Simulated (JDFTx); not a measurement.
# Geometry relaxation of I (part 1 of 3)

I (Fmmm, 1 atom in the cell), computed with Kohn-Sham DFT of a periodic cell, SCAN, SG15-PBE-1.2, no spin polarisation (JDFTx 1.7.0 (patched build)).

The structure derives from a Materials Project entry.

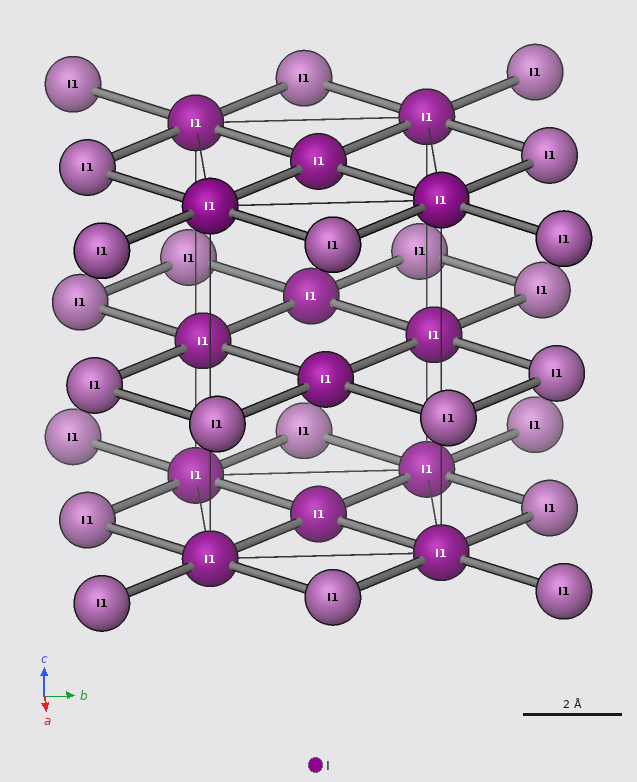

Figure 1. The structure as given in the input (ball-and-stick view of the cell 4 times as large as that of the calculation, set on its symmetry axes, seen at an oblique angle; neighbours outside the cell are drawn fainter; atoms are numbered from 1 in the order of the input). An atom can appear more than once, as a periodic image.

### Results in brief

```csv
quantity,value
outcome,converged
space group (tolerance 0.01 Å),Fmmm (69)
electrons treated,17
free energy,−2694.4436 eV
Fermi energy,8.681 eV
gap on the k-point mesh,none (metallic)
pressure,0.00 GPa
final volume,38.44 Å³
largest force (length of the vector) at the end,under 0.001 eV/Å
final cell,"a = 4.543 Å, b = 4.541 Å, c = 3.110 Å, α = 70.01°, β = 69.94°, γ = 40.05°"
hardware,"1 thread of AMD EPYC (Zen 5), 32 GiB of memory available, shared host"
wall time,7 min
peak memory,0.13 GiB
```

### Remarks

Settings chosen away from the usual ones: functional set to SCAN. The settings depart from the standard set-up of this series, which can bear on the numbers. Points of doubt noted for this run: coarse mesh; metagga forces on grid. The cell holds an odd number of electrons but the run has no spin polarisation, so a band is left half filled.

### Input file
```
lattice \
    0.0000000000     4.1427435300     4.1427435300 \
    4.4703369572     0.0000000000     4.4703369572 \
    7.3885270413     7.3885270413     0.0000000000
coords-type Lattice
ion I      0.0000000000     0.0000000000     0.0000000000 1

ion-species pseudo/I.upf
elec-cutoff 40
elec-ex-corr mgga-x-scan mgga-c-scan
kpoint-folding 3 3 3
elec-smearing Fermi 0.0018374661
elec-n-bands 14
electronic-SCF nIterations 100 energyDiffThreshold 1e-09
electronic-minimize nIterations 30 energyDiffThreshold 1e-7
forces-output-coords Cartesian
lattice-minimize nIterations 40 energyDiffThreshold 1e-6

dump-name run.$VAR
dump End Ecomponents EigStats BandEigs Kpoints Forces Stress ElecDensity KEdensity
```

Launched with:
```bash
jdftx -c 1 -i I.in -o I.out
```

### The program's output
```
*************** JDFTx 1.7.0 (patched build) ***************

Input parsed successfully to the following command list (including defaults):
[... the input with its defaults ...]

---------- Setting up symmetries ----------

Non-trivial transmission matrix:
[   1   0   0  ]
[  -1   1   0  ]
[   0   0   1  ]
with reduced lattice vectors:
[     -4.142744      4.142744      4.142744  ]
[      4.470337      0.000000      4.470337  ]
[      0.000000      7.388527      0.000000  ]

Found 8 point-group symmetries of the bravais lattice
Found 8 space-group symmetries with basis
Applied RMS atom displacement 0 bohrs to make symmetries exact.

---------- Initializing the Grid ----------
R =
[            0      4.14274      4.14274  ]
[      4.47034            0      4.47034  ]
[      7.38853      7.38853            0  ]
unit cell volume = 273.663
G =
[  -0.758336   0.702764   0.425199  ]
[   0.758336  -0.702764   0.425199  ]
[   0.758336   0.702764  -0.425199  ]
Minimum fftbox size, Smin = [  52  52  36  ]
Chosen fftbox size, S = [  54  54  54  ]

---------- Exchange Correlation functional ----------
Initialized LibXC exchange functional 'SCAN exchange of Sun, Ruzsinszky, and Perdew'
Initialized LibXC correlation functional 'SCAN correlation of Sun, Ruzsinszky, and Perdew'

---------- Setting up pseudopotentials ----------
Width of ionic core gaussian charges (only for fluid interactions / plotting) set to 0

Reading pseudopotential file 'pseudo/I.upf':
  'I' pseudopotential, 'PBE' functional
  Generated using ONCVPSP code by D. R. Hamann
  17 valence electrons, 0 orbitals, 6 projectors, 602 radial grid points, with lMax = 2
  Core radius for overlap checks: 2.82 bohrs.

Initialized 1 species with 1 total atoms.

Folded 1 k-points by 3x3x3 to 27 k-points.

---------- Setting up k-points, bands, fillings ----------
Reduced to 8 k-points under symmetry.
Computing the number of bands and number of electrons
Calculating initial fillings.
nElectrons:  17.000000   nBands: 14   nStates: 8

----- Setting up reduced wavefunction bases (one per k-point) -----
average nbasis = 3306.926 , ideal nbasis = 3306.741

---------- Setting up ewald sum ----------
Optimum gaussian width for ewald sums = 2.614105 bohr.
Real space sum over 2197 unit cells with max indices [  6  6  6  ]
Reciprocal space sum over 1859 terms with max indices [  6  6  5  ]

---------- Allocating electronic variables ----------
Initializing wave functions:  (No orbitals for LCAO)  bandwidth-limited random numbers

--------- Lattice Minimization ---------

Setting the auxilliary hamiltonian equal to the subspace hamiltonian.

-------- Electronic minimization -----------
Will mix electronic and kinetic density at each iteration.
	FillingsUpdate:  mu: +1.172894508  nElectrons: 17.000000
	FillingsUpdate:  mu: -2.077310818  nElectrons: 17.000000
SCF: Cycle:  0   F: -86.524773454869788   dF: -3.180e+01   |Residual|: 4.974e+00   |deigs|: 2.371e+00
	FillingsUpdate:  mu: -1.345467604  nElectrons: 17.000000
SCF: Cycle:  1   F: -93.734728370712830   dF: -7.210e+00   |Residual|: 8.366e+00   |deigs|: 5.604e-01
	FillingsUpdate:  mu: -13.150379201  nElectrons: 17.000000
SCF: Cycle:  2   F: +71.734487279399346   dF: +1.655e+02   |Residual|: 7.957e+01   |deigs|: 1.633e+01
	FillingsUpdate:  mu: -2.793411874  nElectrons: 17.000000
SCF: Cycle:  3   F: +65.085578464890460   dF: -6.649e+00   |Residual|: 1.002e+02   |deigs|: 3.463e+01
	FillingsUpdate:  mu: -1.718797169  nElectrons: 17.000000
SCF: Cycle:  4   F: -89.718349580009956   dF: -1.548e+02   |Residual|: 1.556e+01   |deigs|: 4.525e+01
	FillingsUpdate:  mu: -1.324746702  nElectrons: 17.000000
SCF: Cycle:  5   F: -91.948368286196967   dF: -2.230e+00   |Residual|: 1.364e+01   |deigs|: 3.200e-01
	FillingsUpdate:  mu: -0.513127028  nElectrons: 17.000000
SCF: Cycle:  6   F: -95.792033214939977   dF: -3.844e+00   |Residual|: 9.209e+00   |deigs|: 8.920e-01
	FillingsUpdate:  mu: -14.606624885  nElectrons: 17.000000
SCF: Cycle:  7   F: +136.110017629158335   dF: +2.319e+02   |Residual|: 5.594e+01   |deigs|: 1.291e+02
	FillingsUpdate:  mu: -24.685895466  nElectrons: 17.000000
SCF: Cycle:  8   F: +241.658185012067236   dF: +1.055e+02   |Residual|: 7.583e+01   |deigs|: 3.942e+01
	FillingsUpdate:  mu: -34.950697706  nElectrons: 17.000000
SCF: Cycle:  9   F: +342.918139210515108   dF: +1.013e+02   |Residual|: 1.256e+02   |deigs|: 4.801e+01
	FillingsUpdate:  mu: -3.190586643  nElectrons: 17.000000
SCF: Cycle: 10   F: +319.238933081951018   dF: -2.368e+01   |Residual|: 1.184e+02   |deigs|: 1.982e+02
	FillingsUpdate:  mu: -3.660382575  nElectrons: 17.000000
SCF: Cycle: 11   F: +342.423344931691815   dF: +2.318e+01   |Residual|: 1.295e+02   |deigs|: 2.143e+03
	FillingsUpdate:  mu: +0.407803648  nElectrons: 17.000000
SCF: Cycle: 12   F: +314.241414886229734   dF: -2.818e+01   |Residual|: 1.252e+02   |deigs|: 1.815e+03
	FillingsUpdate:  mu: -309.146444376  nElectrons: 17.000000
SCF: Cycle: 13   F: +312.658525921234570   dF: -1.583e+00   |Residual|: 1.204e+02   |deigs|: 4.961e+02
	FillingsUpdate:  mu: +1.797225769  nElectrons: 17.000000
SCF: Cycle: 14   F: +311.836620530441223   dF: -8.219e-01   |Residual|: 1.170e+02   |deigs|: 3.112e+02
	FillingsUpdate:  mu: -3.642593115  nElectrons: 17.000000
SCF: Cycle: 15   F: +306.641201934282321   dF: -5.195e+00   |Residual|: 1.284e+02   |deigs|: 3.927e+02
	FillingsUpdate:  mu: +1.615218976  nElectrons: 17.000000
SCF: Cycle: 16   F: -64.256749184989616   dF: -3.709e+02   |Residual|: 6.108e+00   |deigs|: 4.541e+02
	FillingsUpdate:  mu: -0.254113219  nElectrons: 17.000000
SCF: Cycle: 17   F: -93.210163417392096   dF: -2.895e+01   |Residual|: 2.839e+00   |deigs|: 1.955e+00
	FillingsUpdate:  mu: -0.248687878  nElectrons: 17.000000
SCF: Cycle: 18   F: -97.330930904098011   dF: -4.121e+00   |Residual|: 5.758e+00   |deigs|: 3.661e-01
	FillingsUpdate:  mu: -0.202908793  nElectrons: 17.000000
SCF: Cycle: 19   F: -97.531820396211955   dF: -2.009e-01   |Residual|: 5.913e+00   |deigs|: 5.317e-02
	FillingsUpdate:  mu: -0.190371641  nElectrons: 17.000000
SCF: Cycle: 20   F: -97.549001132593474   dF: -1.718e-02   |Residual|: 5.645e+00   |deigs|: 1.425e-02
	FillingsUpdate:  mu: -0.132657467  nElectrons: 17.000000
SCF: Cycle: 21   F: -97.856192861830721   dF: -3.072e-01   |Residual|: 4.502e+00   |deigs|: 7.453e-02
	FillingsUpdate:  mu: +0.111208761  nElectrons: 17.000000
SCF: Cycle: 22   F: -98.861872241312426   dF: -1.006e+00   |Residual|: 1.211e+00   |deigs|: 3.751e-01
	FillingsUpdate:  mu: +0.246796569  nElectrons: 17.000000
SCF: Cycle: 23   F: -99.006917157489468   dF: -1.450e-01   |Residual|: 9.882e-01   |deigs|: 1.866e-01
	FillingsUpdate:  mu: +0.297215464  nElectrons: 17.000000
SCF: Cycle: 24   F: -99.001440548410301   dF: +5.477e-03   |Residual|: 7.547e-01   |deigs|: 5.550e-02
	FillingsUpdate:  mu: +0.249581372  nElectrons: 17.000000
SCF: Cycle: 25   F: -99.003464517776081   dF: -2.024e-03   |Residual|: 7.193e-01   |deigs|: 9.631e-02
	FillingsUpdate:  mu: +0.274556041  nElectrons: 17.000000
SCF: Cycle: 26   F: -99.015812393123895   dF: -1.235e-02   |Residual|: 1.560e-01   |deigs|: 3.874e-02
	FillingsUpdate:  mu: +0.280306626  nElectrons: 17.000000
SCF: Cycle: 27   F: -99.016879547959391   dF: -1.067e-03   |Residual|: 4.368e-02   |deigs|: 1.169e-02
	FillingsUpdate:  mu: +0.278181460  nElectrons: 17.000000
SCF: Cycle: 28   F: -99.017092400459688   dF: -2.129e-04   |Residual|: 2.482e-02   |deigs|: 3.601e-03
	FillingsUpdate:  mu: +0.278312105  nElectrons: 17.000000
SCF: Cycle: 29   F: -99.017143708776771   dF: -5.131e-05   |Residual|: 6.231e-03   |deigs|: 9.073e-04
	FillingsUpdate:  mu: +0.278521729  nElectrons: 17.000000
SCF: Cycle: 30   F: -99.017165295928095   dF: -2.159e-05   |Residual|: 1.440e-03   |deigs|: 4.800e-04
	FillingsUpdate:  mu: +0.278439839  nElectrons: 17.000000
SCF: Cycle: 31   F: -99.017166496455644   dF: -1.201e-06   |Residual|: 6.748e-04   |deigs|: 1.190e-04
	FillingsUpdate:  mu: +0.278408393  nElectrons: 17.000000
SCF: Cycle: 32   F: -99.017166972070669   dF: -4.756e-07   |Residual|: 1.450e-04   |deigs|: 7.801e-05
	FillingsUpdate:  mu: +0.278402100  nElectrons: 17.000000
SCF: Cycle: 33   F: -99.017166999589350   dF: -2.752e-08   |Residual|: 1.436e-04   |deigs|: 8.118e-06
	FillingsUpdate:  mu: +0.278391877  nElectrons: 17.000000
SCF: Cycle: 34   F: -99.017167008528347   dF: -8.939e-09   |Residual|: 3.753e-05   |deigs|: 2.015e-05
	FillingsUpdate:  mu: +0.278388206  nElectrons: 17.000000
SCF: Cycle: 35   F: -99.017167010533782   dF: -2.005e-09   |Residual|: 1.676e-05   |deigs|: 1.233e-05
	FillingsUpdate:  mu: +0.278387953  nElectrons: 17.000000
SCF: Cycle: 36   F: -99.017167011248858   dF: -7.151e-10   |Residual|: 6.173e-06   |deigs|: 5.639e-06
	FillingsUpdate:  mu: +0.278387885  nElectrons: 17.000000
SCF: Cycle: 37   F: -99.017167011429862   dF: -1.810e-10   |Residual|: 3.073e-06   |deigs|: 1.335e-05
SCF: Converged (|Delta E|<1.000000e-09 for 2 iters).

Setting wave functions to eigenvectors of Hamiltonian
# Lattice vectors:
R =
[            0      4.14274      4.14274  ]
[      4.47034            0      4.47034  ]
[      7.38853      7.38853            0  ]
unit cell volume = 273.663

# Strain tensor in Cartesian coordinates:
[            0            0            0  ]
[            0            0            0  ]
[            0            0            0  ]

# Stress tensor in Cartesian coordinates [Eh/a0^3]:
[  0.000112067            0            0  ]
[            0  0.000184442            0  ]
[            0            0 -8.75492e-06  ]

# Ionic positions in lattice coordinates:
ion I   0.000000000000000   0.000000000000000   0.000000000000000 1

# Forces in Cartesian coordinates:
force I  -0.000000000000000   0.000000000000000   0.000000000000000 1

# Energy components:
   Eewald =      -62.5273996890927464
       EH =       26.2430922021612929
     Eloc =      -77.1005381314696052
      Enl =      -18.7794119435566245
      Exc =       -9.4813473730238389
       KE =       42.6286737780246270
-------------------------------------
     Etot =      -99.0169311569569288
       TS =        0.0002358544729334
-------------------------------------
        F =      -99.0171670114298621

LatticeMinimize: Iter:   0  F: -99.017167011429862  |grad|_K:  9.105e-03

-------- Electronic minimization -----------
Will mix electronic and kinetic density at each iteration.
	FillingsUpdate:  mu: +0.278387885  nElectrons: 17.000000
	FillingsUpdate:  mu: +0.280140007  nElectrons: 17.000000
SCF: Cycle:  0   F: -99.017229873175921   dF: -1.215e-04   |Residual|: 3.145e-02   |deigs|: 1.961e-05
	FillingsUpdate:  mu: +0.279812212  nElectrons: 17.000000
SCF: Cycle:  1   F: -99.017243925976146   dF: -1.405e-05   |Residual|: 1.659e-02   |deigs|: 1.133e-03
	FillingsUpdate:  mu: +0.279574038  nElectrons: 17.000000
SCF: Cycle:  2   F: -99.017247854318867   dF: -3.928e-06   |Residual|: 3.131e-03   |deigs|: 1.039e-03
	FillingsUpdate:  mu: +0.279741608  nElectrons: 17.000000
SCF: Cycle:  3   F: -99.017248624687042   dF: -7.704e-07   |Residual|: 2.696e-03   |deigs|: 4.562e-04
	FillingsUpdate:  mu: +0.279709838  nElectrons: 17.000000
SCF: Cycle:  4   F: -99.017248936900259   dF: -3.122e-07   |Residual|: 2.793e-04   |deigs|: 1.573e-04
	FillingsUpdate:  mu: +0.279700341  nElectrons: 17.000000
SCF: Cycle:  5   F: -99.017249025823148   dF: -8.892e-08   |Residual|: 1.759e-04   |deigs|: 1.894e-05
	FillingsUpdate:  mu: +0.279692388  nElectrons: 17.000000
SCF: Cycle:  6   F: -99.017249053163155   dF: -2.734e-08   |Residual|: 1.222e-04   |deigs|: 1.566e-05
	FillingsUpdate:  mu: +0.279696325  nElectrons: 17.000000
SCF: Cycle:  7   F: -99.017249056088403   dF: -2.925e-09   |Residual|: 3.519e-05   |deigs|: 8.743e-06
	FillingsUpdate:  mu: +0.279695054  nElectrons: 17.000000
SCF: Cycle:  8   F: -99.017249057973629   dF: -1.885e-09   |Residual|: 9.163e-06   |deigs|: 5.961e-06
	FillingsUpdate:  mu: +0.279694857  nElectrons: 17.000000
SCF: Cycle:  9   F: -99.017249058046474   dF: -7.284e-11   |Residual|: 3.574e-06   |deigs|: 3.067e-06
	FillingsUpdate:  mu: +0.279694486  nElectrons: 17.000000
SCF: Cycle: 10   F: -99.017249058065417   dF: -1.894e-11   |Residual|: 2.753e-06   |deigs|: 1.274e-06
SCF: Converged (|Delta E|<1.000000e-09 for 2 iters).

Setting wave functions to eigenvectors of Hamiltonian
LatticeMinimize: 	Wolfe criterion not satisfied: alpha: 1  (E-E0)/|gdotd0|: -0.989794  gdotd/gdotd0: 0.978621 (taking cubic step)

-------- Electronic minimization -----------
Will mix electronic and kinetic density at each iteration.
	FillingsUpdate:  mu: +0.279694486  nElectrons: 17.000000
	FillingsUpdate:  mu: +0.283206986  nElectrons: 17.000000
SCF: Cycle:  0   F: -99.017332114103752   dF: -4.879e-04   |Residual|: 6.269e-02   |deigs|: 3.731e-05
	FillingsUpdate:  mu: +0.282556223  nElectrons: 17.000000
SCF: Cycle:  1   F: -99.017388333237989   dF: -5.622e-05   |Residual|: 3.291e-02   |deigs|: 2.254e-03
	FillingsUpdate:  mu: +0.282067721  nElectrons: 17.000000
SCF: Cycle:  2   F: -99.017403774340139   dF: -1.544e-05   |Residual|: 6.136e-03   |deigs|: 2.068e-03
	FillingsUpdate:  mu: +0.282382957  nElectrons: 17.000000
SCF: Cycle:  3   F: -99.017406221206883   dF: -2.447e-06   |Residual|: 5.617e-03   |deigs|: 8.702e-04
	FillingsUpdate:  mu: +0.282332088  nElectrons: 17.000000
SCF: Cycle:  4   F: -99.017407358624553   dF: -1.137e-06   |Residual|: 6.512e-04   |deigs|: 2.921e-04
	FillingsUpdate:  mu: +0.282322010  nElectrons: 17.000000
SCF: Cycle:  5   F: -99.017407727346409   dF: -3.687e-07   |Residual|: 2.159e-04   |deigs|: 3.823e-05
	FillingsUpdate:  mu: +0.282316470  nElectrons: 17.000000
SCF: Cycle:  6   F: -99.017407819920180   dF: -9.257e-08   |Residual|: 2.114e-04   |deigs|: 2.513e-05
	FillingsUpdate:  mu: +0.282320766  nElectrons: 17.000000
SCF: Cycle:  7   F: -99.017407834168793   dF: -1.425e-08   |Residual|: 4.046e-05   |deigs|: 1.476e-05
	FillingsUpdate:  mu: +0.282317834  nElectrons: 17.000000
SCF: Cycle:  8   F: -99.017407838995197   dF: -4.826e-09   |Residual|: 2.131e-05   |deigs|: 7.821e-06
	FillingsUpdate:  mu: +0.282317610  nElectrons: 17.000000
SCF: Cycle:  9   F: -99.017407839423640   dF: -4.284e-10   |Residual|: 1.059e-05   |deigs|: 1.372e-06
	FillingsUpdate:  mu: +0.282317118  nElectrons: 17.000000
SCF: Cycle: 10   F: -99.017407839527195   dF: -1.036e-10   |Residual|: 9.156e-06   |deigs|: 1.444e-06
SCF: Converged (|Delta E|<1.000000e-09 for 2 iters).

Setting wave functions to eigenvectors of Hamiltonian
LatticeMinimize: 	Wolfe criterion not satisfied: alpha: 3  (E-E0)/|gdotd0|: -2.9053  gdotd/gdotd0: 0.935037 (taking cubic step)

-------- Electronic minimization -----------
Will mix electronic and kinetic density at each iteration.
	FillingsUpdate:  mu: +0.282317118  nElectrons: 17.000000
	FillingsUpdate:  mu: +0.289377974  nElectrons: 17.000000
SCF: Cycle:  0   F: -99.017400061276618   dF: -1.959e-03   |Residual|: 1.259e-01   |deigs|: 1.430e-04
	FillingsUpdate:  mu: +0.288080121  nElectrons: 17.000000
SCF: Cycle:  1   F: -99.017627560774216   dF: -2.275e-04   |Residual|: 6.590e-02   |deigs|: 4.498e-03
	FillingsUpdate:  mu: +0.287094693  nElectrons: 17.000000
[... 8 further cycles ...]
SCF: Cycle: 10   F: -99.017703436048393   dF: -5.296e-10   |Residual|: 1.033e-05   |deigs|: 8.970e-06
	FillingsUpdate:  mu: +0.287602333  nElectrons: 17.000000
SCF: Cycle: 11   F: -99.017703436149120   dF: -1.007e-10   |Residual|: 2.322e-06   |deigs|: 5.687e-06
SCF: Converged (|Delta E|<1.000000e-09 for 2 iters).

Setting wave functions to eigenvectors of Hamiltonian
# Lattice vectors:
R =
[            0      4.12167      4.12167  ]
[      4.43295            0      4.43295  ]
[      7.39147      7.39147            0  ]
unit cell volume = 270.102

# Strain tensor in Cartesian coordinates:
[   -0.0050857            0            0  ]
[            0  -0.00836224            0  ]
[            0            0  0.000397928  ]

# Stress tensor in Cartesian coordinates [Eh/a0^3]:
[   9.2412e-05            0            0  ]
[            0  0.000159664            0  ]
[            0            0  -8.8247e-06  ]

# Ionic positions in lattice coordinates:
ion I   0.000000000000000   0.000000000000000   0.000000000000000 1

# Forces in Cartesian coordinates:
force I   0.000000000000000  -0.000000000000000  -0.000000000000000 1

# Energy components:
   Eewald =      -62.7265884839288574
       EH =       26.1452538777651320
     Eloc =      -76.8081120016623942
      Enl =      -18.7775653221227259
      Exc =       -9.4853527596247567
       KE =       42.6348993452055041
-------------------------------------
     Etot =      -99.0174653443681052
       TS =        0.0002380917810155
-------------------------------------
        F =      -99.0177034361491195

LatticeMinimize: Iter:   1  F: -99.017703436149120  |grad|_K:  7.684e-03  alpha:  7.000e+00  linmin: -9.997e-01

-------- Electronic minimization -----------
Will mix electronic and kinetic density at each iteration.
	FillingsUpdate:  mu: +0.287602333  nElectrons: 17.000000
	FillingsUpdate:  mu: +0.354386587  nElectrons: 17.000000
SCF: Cycle:  0   F: -98.993666074512063   dF: -1.751e-01   |Residual|: 1.201e+00   |deigs|: 1.245e-02
	FillingsUpdate:  mu: +0.341984307  nElectrons: 17.000000
SCF: Cycle:  1   F: -99.012401668681790   dF: -1.874e-02   |Residual|: 6.216e-01   |deigs|: 3.917e-02
	FillingsUpdate:  mu: +0.331915444  nElectrons: 17.000000
[... 10 further cycles ...]
SCF: Cycle: 12   F: -99.018774901939537   dF: -3.403e-10   |Residual|: 4.509e-06   |deigs|: 2.737e-06
	FillingsUpdate:  mu: +0.338106224  nElectrons: 17.000000
SCF: Cycle: 13   F: -99.018774902056975   dF: -1.174e-10   |Residual|: 1.980e-06   |deigs|: 8.132e-06
SCF: Converged (|Delta E|<1.000000e-09 for 2 iters).

Setting wave functions to eigenvectors of Hamiltonian
# Lattice vectors:
R =
[            0      4.01699      4.01699  ]
[      4.23694            0      4.23694  ]
[      7.40992      7.40992            0  ]
unit cell volume = 252.23
```
